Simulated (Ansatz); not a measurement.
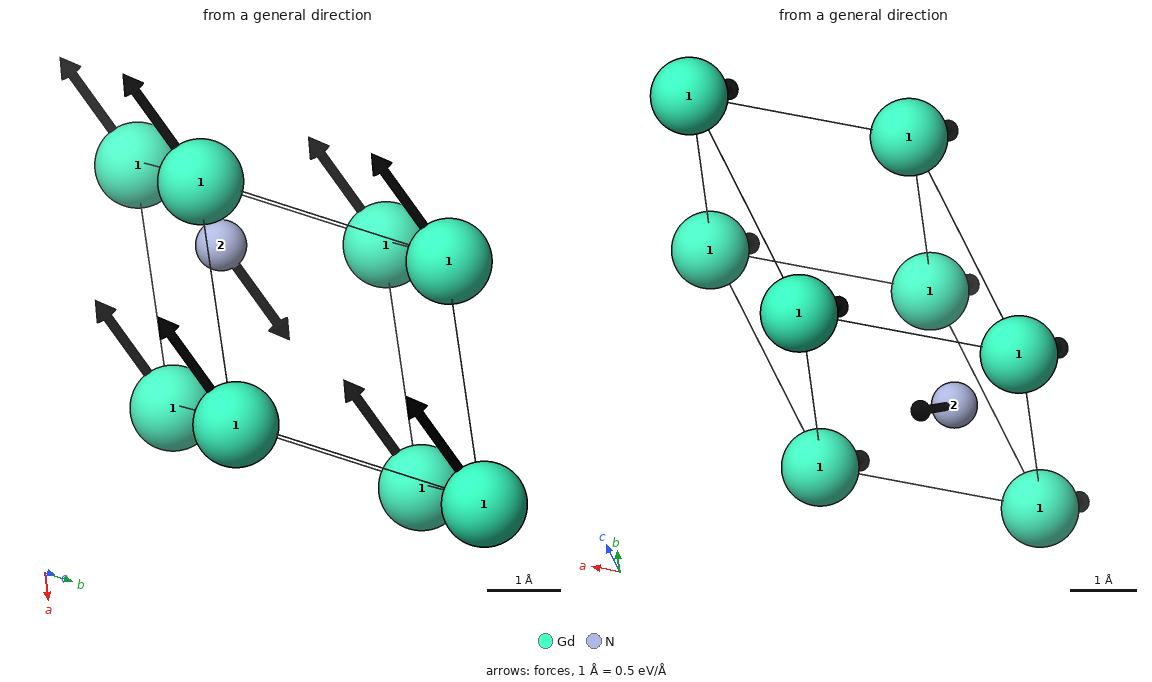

Spheres-only representation of a periodic structure, projected from two general directions. The parallelepiped is the simulation cell. The arrows are the computed forces on the atoms.

System: GdN. Electronic-structure method: Ansatz, DFT PBEsol, scalar-relativistic, plane waves, PAW. Parameters: 420 eV cutoff, k-grid 10×10×10, Gaussian smearing of 0.05 eV, collinear spins.

> Judging by the arrows, is the geometry relaxed?

No. The atoms still feel forces of up to about 0.65 eV/Å, far above a usual threshold of 0.01 to 0.03 eV/Å.

> Which atom feels the largest force?

Gd1 and N2, about 0.65 eV/Å.

The cell started as a structure type filled with these elements by a generator (whether the compound takes this form wasn't checked). The cell was then strained or its atoms displaced on purpose. It went into a calculation with Ansatz.
